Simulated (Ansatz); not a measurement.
## Single-point calculation, with input and output: Ru (part 1 of 2)

Ru (slab, 16 atoms in the cell), computed with DFT PBE, scalar-relativistic, plane waves, PAW, no spin polarisation (Ansatz 0.2.0).

The structure derives from an entry of the Crystallography Open Database. It belongs to a series of runs on one base structure; here: the slab at its places in the relaxed adsorbed structure. Figures and captions count atoms from 1; the log counts them from 0 in places.

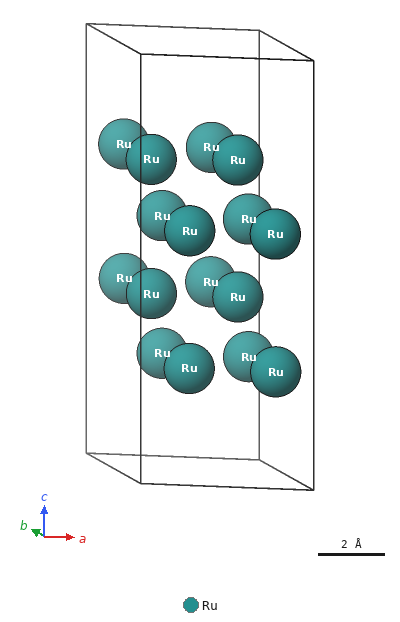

**Figure 1.** The structure (spheres-only view of the cell of the calculation, with the vacuum cut short, seen slightly off an axis). An atom can appear more than once, as a periodic image.

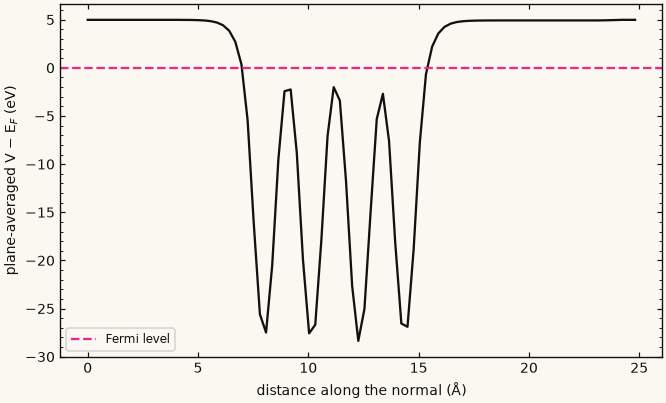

**Figure 2.** Plane average of the electrostatic potential energy of an electron across the cell, from the Fermi level. The vacuum level lies 4.93 eV above the Fermi level on the upper side and 4.99 eV on the lower.

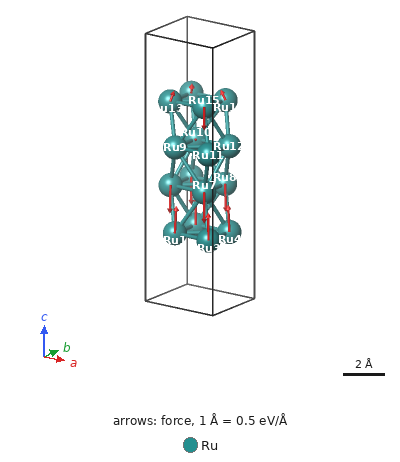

**Figure 3.** Forces on the atoms as red arrows (ball-and-stick view of the cell of the calculation, with the vacuum cut short, seen slightly off an axis; atoms are numbered from 1 in the order of the input); the smallest are left out. The largest act on Ru2 (0.80 eV/Å); Ru7 (0.79 eV/Å); Ru5, Ru6, Ru8 (0.72 eV/Å); Ru1, Ru3, Ru4 (0.69 eV/Å), among others. The geometry is not a stationary point of this energy.

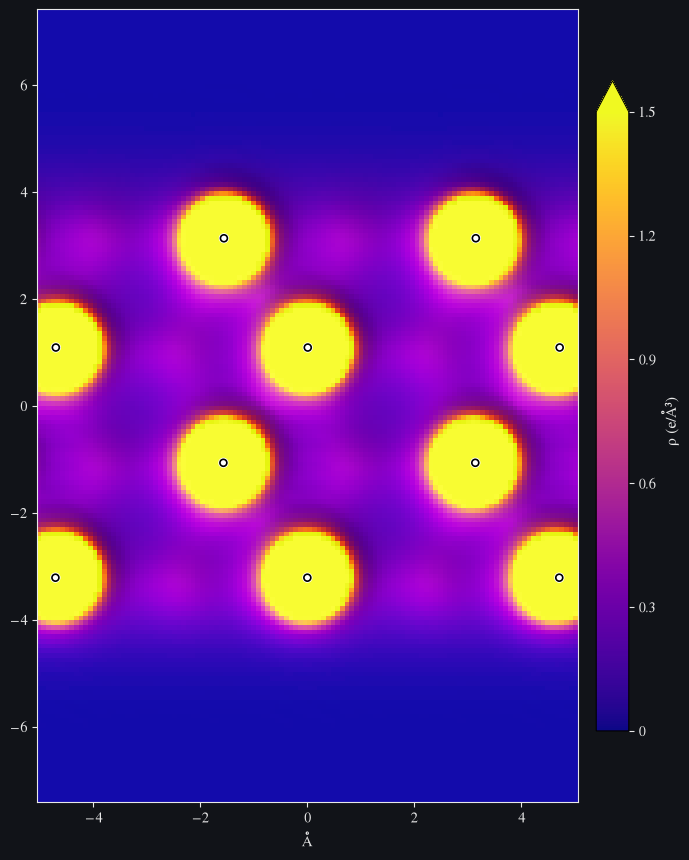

**Figure 4.** Valence charge density (pseudo) on the (110) plane of the calculation cell, a cut from vacuum to vacuum. Circles mark the nuclei in the plane (Ru). Ru–Ru (2.58 Å): ρ at the midpoint is about 0.49 e/Å³. Ru–Ru (2.66 Å): ρ at the midpoint is about 0.42 e/Å³. Ru–Ru (2.67 Å): ρ at the midpoint is about 0.42 e/Å³. The density dies away to nearly zero in the vacuum. Core electrons are frozen (PAW), so the fields are smoothed inside the atomic spheres.

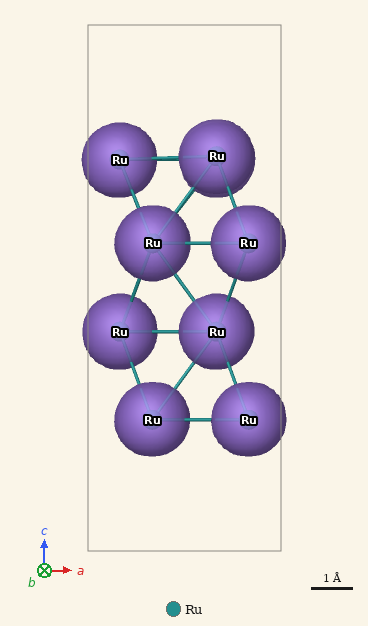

**Figure 5.** Isosurface of the valence pseudo-density at 1 e/Å³ (purple), seen along the b axis. Sticks mark near contacts. At this value the density breaks into separate islands; it holds about 75 % of the electrons treated as valence (semicore included). It is pinched off along the Ru–Ru (2.58 Å), Ru–Ru (2.63 Å), Ru–Ru (2.67 Å) and Ru–Ru (2.72 Å) contacts. On the grid the lowest density along these lines, outside the cores, is 0.49 e/Å³ (Ru–Ru, 2.58 Å), 0.45 e/Å³ (Ru–Ru, 2.63 Å), 0.42 e/Å³ (Ru–Ru, 2.67 Å) and 0.38 e/Å³ (Ru–Ru, 2.72 Å).

The input and output of the run follow.

### Input
```yaml
crystal:
  lattice:
    - [5.4400501816, 0.0, 0.0]
    - [-2.7200250908, 4.7112216551, 0.0]
    - [0.0, 0.0, 25.0895542449]
  atoms:
    - { symbol: Ru, position: [0.3333333333, 0.1666666667, 0.3188577972] }
    - { symbol: Ru, position: [0.3333333333, 0.6666666667, 0.3188577972] }
    - { symbol: Ru, position: [0.8333333333, 0.1666666667, 0.3188577972] }
    - { symbol: Ru, position: [0.8333333333, 0.6666666667, 0.3188577972] }
    - { symbol: Ru, position: [0.1666666667, 0.3333333333, 0.4044864507] }
    - { symbol: Ru, position: [0.1666666667, 0.8333333333, 0.4044864507] }
    - { symbol: Ru, position: [0.6666666667, 0.3333333333, 0.4044864507] }
    - { symbol: Ru, position: [0.6666666667, 0.8333333333, 0.4044864507] }
    - { symbol: Ru, position: [0.3367098097, 0.1683931915, 0.4904140218] }
    - { symbol: Ru, position: [0.3333967287, 0.6668065477, 0.4904348887] }
    - { symbol: Ru, position: [0.8316348532, 0.1683875386, 0.4904081645] }
    - { symbol: Ru, position: [0.8317185692, 0.6634819917, 0.4904251814] }
    - { symbol: Ru, position: [0.1644000504, 0.3289428583, 0.5718609173] }
    - { symbol: Ru, position: [0.1644430052, 0.8359216686, 0.5718836979] }
    - { symbol: Ru, position: [0.666769647, 0.333727312, 0.5750656159] }
    - { symbol: Ru, position: [0.6713357732, 0.8359215514, 0.5718824737] }
basis:
  ecutwfc: 420
kpoints:
  mp_grid: { grid: [4, 4, 1] }
hamiltonian:
  xc: pbe
scf:
  occupations: { method: gaussian, width: 0.1 }
output:
  forces: true
  eigenvalues: true
  write_density: true
  volumetric_format: npy
efield:
  axis: 3
  dipole_correction: true
  ramp_width: 0.04
```

Command:
```bash
ansatz run input.yaml --threads 4 --pin off --max-ram 10240MiB --backend cpu --events-out ev --progress --plain --runs-dir out
```

### Output
```
Engine: ansatz 0.2.0, x86_64-unknown-linux-gnu
Pseudopotentials: kind: paw
Pseudopotential: Ru, paw, valence charge 16, recommended cutoff 420 eV (normal), Ru.paw.azcp
Functional definition: PBE
  parameter kappa = 0.804
  parameter beta = 0.06672455060314922
  exchange = pbe_x(kappa = kappa, mu = beta*pi^2/3)
  correlation = pbe_c(beta = beta)
Crystal: 16 atoms, lattice volume = 643.027 Å³
Basis set: ecut = 420 eV, 12521 PW (Γ), exchange–correlation on 80×80×360 points (8 copies of the dense FFT grid, shifted against one another)
Bands: 154, of which v1, the nominal top of the filled ones, is band 128 counted from 1 (127 counted from 0)
Symmetry: 1 space group operations
Space group: P1 (ITA 1), of the structure as read, at distance tolerance 8.6e-5 Å
k-points: 10 of 16 (time reversal used)
Non-local potential: Ru, projectors of the file, l = 0: 3, l = 1: 2, l = 2: 2, l = 3: 1
PAW form: soft (Blöchl's): semilocal exchange-correlation on the pseudo side does not see the compensation charge
PAW one-centre angular grid: Ru, 590 points (default); XC on 64 Gauss nodes
Initial density: superposition of atomic densities (neutral atoms: chi_scale 0, normalization atom), corrected by the library's trained network
Initial wavefunctions: pseudopotential atomic-orbital guess
Functional: x = pbe(κ = 0.804, μ = 0.2195149727645171), c = pbe(β = 0.06672455060314922)
SCF iter   1: F=—  HF=-94050.497541 eV  |F-HF|=—  |Δ(HF+E_count)|=         —  Δρ=1.00e-2  dr2=2.36e0  ethr=1.77e-3  p=0.025 e·Å  D=7.01e-3 V/Å  ΔV_dip=-0.18 eV  dr2_dipole=8.03e-2  V_vac-E_F(+/−)=4.57/4.75 eV  ⟨swp⟩=8.0  Hψ=6478  notcnv=0
efield: sawtooth ramp at fractional position 0.9270 (placed from the atoms, in the widest stretch of the axis that holds none; the zero of the levels goes with the place), width 0.0400; the density the first Hamiltonian is built on has a dipole p = 0.025 e·Å; the dipole correction subtracts the counter field D = 7.01e-3 V/Å, which shifts the + side's vacuum level by -0.18 eV against the − side's; the planar-averaged density in the ramp window peaks in size at 6.8e-6 e/Å³
preconditioner: auto → LDOS  [metal: Δε(μ)=0.016 eV  Ē_g=4.264 eV  σ=0.100 eV  W_gap=0.09  n_scr=126 (ndim 8)  ℏωp=16.6 eV  f_vac=0.599  D(μ)=26.07/eV (n_scr^D=218)  β→1.0]
SCF iter   2: F=—  HF=-94050.465896 eV  |F-HF|=—  |Δ(HF+E_count)|=   3.16e-2  Δρ=5.68e-3  dr2=1.71e-1  ethr=9.20e-4  p=0.014 e·Å  D=3.97e-3 V/Å  ΔV_dip=-0.10 eV  dr2_dipole=1.54e-5  V_vac-E_F(+/−)=4.77/4.87 eV  ⟨swp⟩=1.7  Hψ=1848  notcnv=0  defer=65
SCF iter   3: F=—  HF=-94050.437982 eV  |F-HF|=—  |Δ(HF+E_count)|=   2.79e-2  Δρ=2.31e-3  dr2=7.45e-2  ethr=6.67e-5  p=0.014 e·Å  D=3.98e-3 V/Å  ΔV_dip=-0.10 eV  dr2_dipole=1.83e-3  V_vac-E_F(+/−)=4.83/4.93 eV  ⟨swp⟩=3.1  Hψ=2484  notcnv=0  defer=65
SCF iter   4: F=—  HF=-94050.433892 eV  |F-HF|=—  |Δ(HF+E_count)|=   4.09e-3  Δρ=7.62e-4  dr2=1.10e-2  ethr=2.91e-5  p=0.012 e·Å  D=3.33e-3 V/Å  ΔV_dip=-0.08 eV  dr2_dipole=3.39e-5  V_vac-E_F(+/−)=4.87/4.96 eV  ⟨swp⟩=1.3  Hψ=1473  notcnv=0  defer=65
SCF iter   5: F=—  HF=-94050.433557 eV  |F-HF|=—  |Δ(HF+E_count)|=   3.35e-4  Δρ=8.95e-5  dr2=2.38e-4  ethr=4.31e-6  p=0.010 e·Å  D=2.87e-3 V/Å  ΔV_dip=-0.07 eV  dr2_dipole=1.25e-5  V_vac-E_F(+/−)=4.90/4.97 eV  ⟨swp⟩=2.0  Hψ=1684  notcnv=0  defer=65
SCF iter   6: F=—  HF=-94050.433592 eV  |F-HF|=—  |Δ(HF+E_count)|=   3.48e-5  Δρ=4.26e-5  dr2=2.14e-5  ethr=9.30e-8  p=0.009 e·Å  D=2.56e-3 V/Å  ΔV_dip=-0.06 eV  dr2_dipole=2.30e-6  V_vac-E_F(+/−)=4.92/4.98 eV  ⟨swp⟩=2.8  Hψ=2451  notcnv=0  defer=65
SCF iter   7: F=—  HF=-94050.434293 eV  |F-HF|=—  |Δ(HF+E_count)|=   7.00e-4  Δρ=2.02e-5  dr2=7.00e-6  ethr=8.35e-9  p=0.009 e·Å  D=2.44e-3 V/Å  ΔV_dip=-0.06 eV  dr2_dipole=4.59e-8  V_vac-E_F(+/−)=4.92/4.98 eV  ⟨swp⟩=2.7  Hψ=2724  notcnv=0  defer=32
SCF iter   8: F=—  HF=-94050.434292 eV  |F-HF|=—  |Δ(HF+E_count)|=   2.78e-7  Δρ=7.81e-6  dr2=8.41e-7  ethr=2.73e-9  p=0.009 e·Å  D=2.39e-3 V/Å  ΔV_dip=-0.06 eV  dr2_dipole=5.45e-9  V_vac-E_F(+/−)=4.93/4.99 eV  ⟨swp⟩=2.5  Hψ=2505  notcnv=0  defer=32
SCF iter   9: F=-94050.434293 eV  HF=-94050.434293 eV  |F-HF|=8.16e-8  |Δ(HF+E_count)|=   2.00e-7  Δρ=2.40e-6  dr2=7.43e-8  ethr=3.91e-11  p=0.008 e·Å  D=2.38e-3 V/Å  ΔV_dip=-0.06 eV  dr2_dipole=2.79e-10  V_vac-E_F(+/−)=4.93/4.99 eV  ⟨swp⟩=10.5  Hψ=8387  notcnv=0
SCF 1 converged in 9 iterations: F = -94050.434293 eV  dr2 = 7.43e-8
  greatest PAW one-centre occupation: 0.998 electrons in one spin orbital (limit 2), on the Ru atom at site 14 (counted from 0), in its partial waves of l = 0
SCF converged after 9 iterations
Free energy (F): -94050.434293 eV
Harris-Foulkes:  -94050.434293 eV  (|F-HF|=8.16e-8)
Internal energy: -94050.286672 eV  (E = F + TS)
E sigma→0 (E₀):  -94050.360483 eV
Entropy (-TS):   -0.147620 eV (-9.226 meV/atom)
Fermi energy:    4.732323 eV
Dipole field:    D = 0.002397 V/Å  (p = 0.008517 e·Å, saw-weighted, corrected)
Work function:   Φ+ = 4.9255 eV   Φ− = 4.9856 eV
Levels:          The Fermi level and band energies are counted from a zero that moves with the ramp; work functions are not
--- Per-component energies (eV) ---
  E_band       = -5611.254707
  E_kinetic    = 8208.798180
  E_local      = -451836.928947  (includes V_loc(G=0)·N_el)
  E_nonlocal   = 5497.497471
  E_hartree    = 219939.149823
  E_xc         = -3034.165029
  E_vxc        = -3807.328536  (∫ρ·V_xc dr)
  E_paw        = -55374.568409  (= ΣΔE_a)
  E_vpaw       = -3551.573452  (= ΣTr[D̂ρ^β])
  E_aug_tail   = -0.002965  (compensation charges beyond the density's cutoff)
  E_efield     = 0.000010  (sawtooth field / dipole correction)
  E_vefield    = 0.005442  (∫n·V_field dr)
  E_ewald      = 182549.933192
  E_smearing   = -0.147620  (= −TS)
  E_closure    = -0.000000  (closes the sum)
  Σ components = -94050.434293   (vs F -94050.434293, Δ=0.00e0)
```
